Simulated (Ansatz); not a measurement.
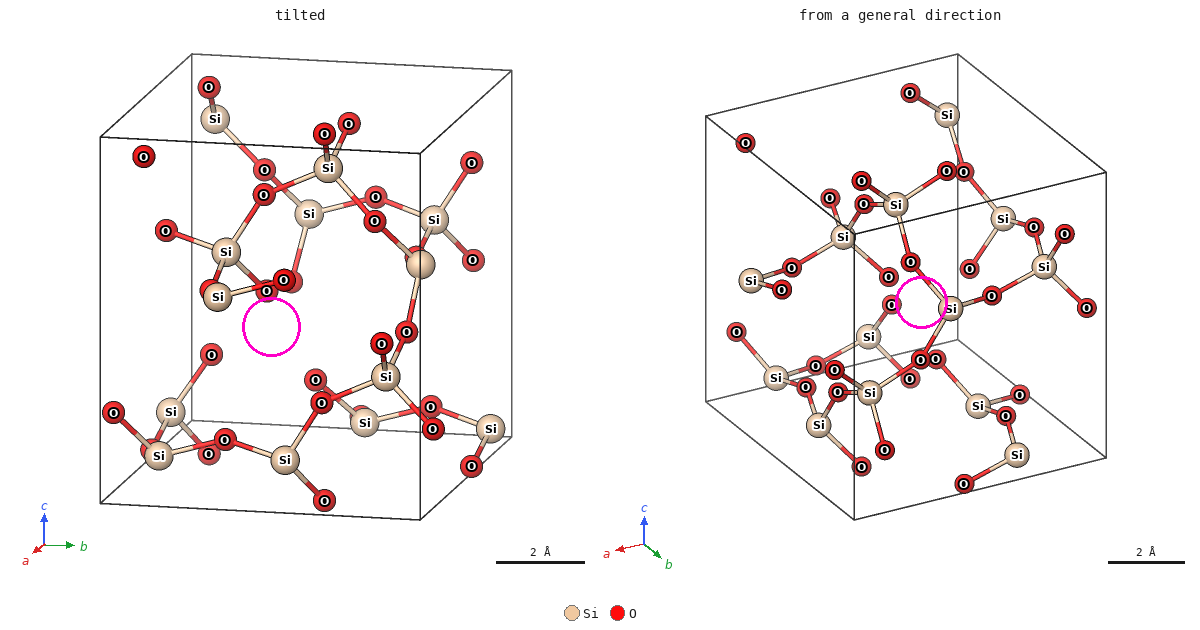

The crystal in a ball-and-stick representation, seen slightly off an axis and from a general direction. The wireframe shows the supercell. The host is SiO2, in a cell of 36 sites, and the cell is neutral. A ring marks the defect's site.

> Name the defect and give its surroundings.

A silicon vacancy. Around the empty site lie four O at about 1.6 Å.

Level of theory and settings: Ansatz, DFT PBE, scalar-relativistic, plane waves, PAW, an energy cutoff of 420 eV, a 2×2×2 grid in reciprocal space, Gaussian smearing of 0.01 eV, collinear spins.

> Is a magnetic moment found?

Yes, 4.0 μB in the cell.

The atoms were relaxed in the host's cell with Ansatz 0.2.0, DFT PBE, scalar-relativistic, plane waves, PAW.
